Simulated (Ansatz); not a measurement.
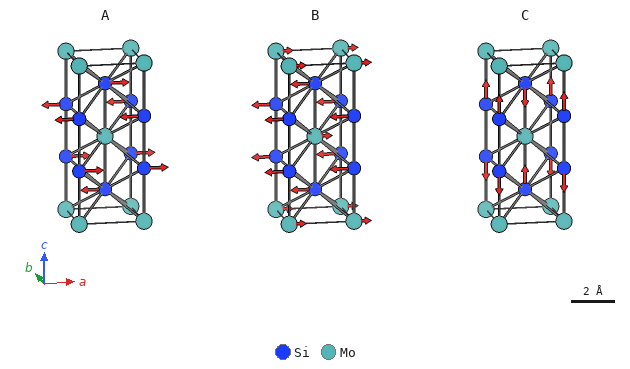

Three optical modes of solid Si$_{2}$Mo relaxed at 8 GPa at the zone centre, in no order (one member of each degenerate set). The red arrows are the displacements of the atoms (eigenvector over the root of the mass), of arbitrary overall length and sign. A ball-and-stick model of the conventional cell (2 times the calculation's cell), seen slightly off an axis. Lengths and directions refer to the drawn axes.

Level of theory: DFT LDA, scalar-relativistic, plane waves, PAW (Ansatz). Set-up: plane-wave cutoff 420 eV; k-point mesh 18 × 18 × 18; occupations fermi dirac; smearing width 0.15 eV; target pressure 8 GPa; no spin polarisation.

The frequencies depend somewhat on the k-mesh and the smearing.

Question: Rank the modes by frequency, softest first.

Answer: B (299 cm⁻¹), A (354 cm⁻¹), C (457 cm⁻¹). B, E_u: The Si sublattice moves against the Mo sublattice, along a; the kinetic energy is shared as Si 63 %, Mo 37 %. A, E_g: The Mo atoms stay at rest; all motion is along a; atoms of one kind move against one another, with no net shift of their sublattice. C, A₁g: The Mo atoms stay at rest; all motion is along c; atoms of one kind move against one another, with no net shift of their sublattice; it stretches the shortest Si–Si bonds (2.55 Å). The crystal is metallic in this run.
